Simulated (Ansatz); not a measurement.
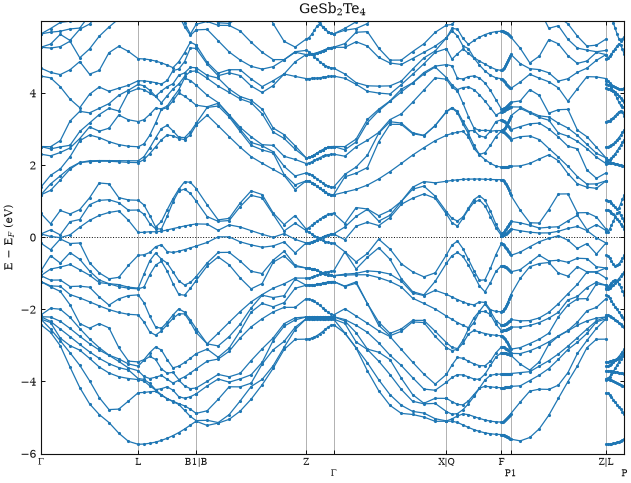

Band structure. Energies are counted from the Fermi level.

Which Bravais lattice do the labels of the path belong to?

Answer. A rhombohedral lattice: the path Γ–L–B1|B–Z–Γ–X|Q–F–P1–Z|L–P runs through the special points of its Brillouin zone.

System: GeSb2Te4, space group R-3m, 7 atoms in the primitive cell.

```cif
data_structure
_symmetry_space_group_name_H-M 'P 1'
_symmetry_Int_Tables_number 1
_cell_length_a 13.4610
_cell_length_b 13.4610
_cell_length_c 13.4610
_cell_angle_alpha 18.462
_cell_angle_beta 18.462
_cell_angle_gamma 18.462
_cell_volume 213.65
loop_
_atom_site_label
_atom_site_type_symbol
_atom_site_fract_x
_atom_site_fract_y
_atom_site_fract_z
_atom_site_occupancy
Te1 Te 0.70897 0.70897 0.70897 1
Te2 Te 0.29103 0.29103 0.29103 1
Te3 Te 0.56968 0.56968 0.56968 1
Te4 Te 0.43032 0.43032 0.43032 1
Sb1 Sb 0.85941 0.85941 0.85941 1
Sb2 Sb 0.14059 0.14059 0.14059 1
Ge1 Ge 0.00000 0.00000 0.00000 1
```

Computed with Ansatz: PBEsol, Ansatz PAW, no spin polarisation, no spin-orbit coupling, 7×7×7 k mesh, 420 eV cutoff, Fermi-Dirac smearing of 0.05 eV.

Metal, semiconductor or insulator?

Answer. A metal: bands cross the Fermi level along this path.

Which levels at P lie nearest to the Fermi level?

Answer. At P the nearest levels lie 0.51 eV below and 0.23 eV above the Fermi level.

Spin-orbit coupling is left out, which matters for Te and Sb. The bands overlap only a little at an even electron count, and semilocal functionals can close small gaps, so the real material need not be a metal. The PAW data sets were made with another functional. The cell is a database's computed one. Bands are joined in order of energy, so crossings between the computed points show as kinks or gaps. In reduced coordinates of the cell that was run, L is (0.5, 0, 0), B1 is (0.5, 0.173, −0.173), B is (0.827, 0.5, 0.173), Z is (0.5, 0.5, 0.5), X is (0.336, 0, −0.336), Q is (0.664, 0.336, 0), F is (0.5, 0.5, 0), P1 is (0.664, 0.664, 0.173) and P is (0.827, 0.336, 0.336).
